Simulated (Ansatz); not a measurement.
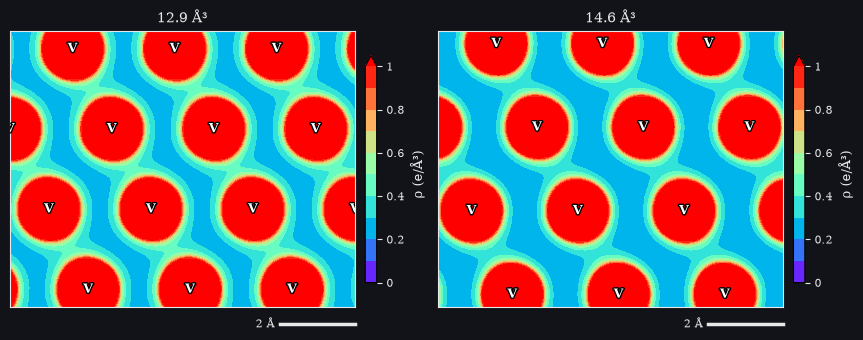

V. The valence charge density (pseudo) of cells scaled evenly to different volumes (given per atom above each panel), on the (11̄0) plane of each (indices in the axes of the cell below), at one length scale and on one colour scale.

A generated structure, not necessarily the stable one; computed without spin polarisation.

Theory: DFT, BLYP, plane waves (420 eV) with PAW, scalar-relativistic in Ansatz 0.2.0.

Core electrons are frozen (PAW), and the valence fields are smoothed inside the atomic spheres.

The largest cell:

```xyz
2
Lattice="-3.2409 3.2401 1.2464 3.2401 -3.2409 1.2464 1.8099 1.8099 -1.2478" Properties=species:S:1:pos:R:3 pbc="T T T"
V     0.0000    0.0000    0.0000
V    -0.7157    2.5248    0.6225
```

| volume (Å³/atom) | V–V contact in the plane (Å) | ρ at its midpoint (e/Å³) | pressure (GPa) | 
| --- | --- | --- | --- |
| 12.93 | 2.393 | 0.415 | 16.0 | 
| 14.06 | 2.460 | ? | ? | 
| 14.62 | 2.493 | 0.354 | −5.9 | 

Estimate the missing row, and compare with the calculation.

Answer. Over the known rows ln ρ falls by 1.59 per Å of V–V distance (the line through the two), which gives 0.373 e/Å³ at 2.460 Å; the calculation gives 0.373 e/Å³. For the pressure, a straight line in volume between the neighbouring rows gives 1.4 GPa; the calculation gives 0.0, lower because pressure rises ever faster on compression.
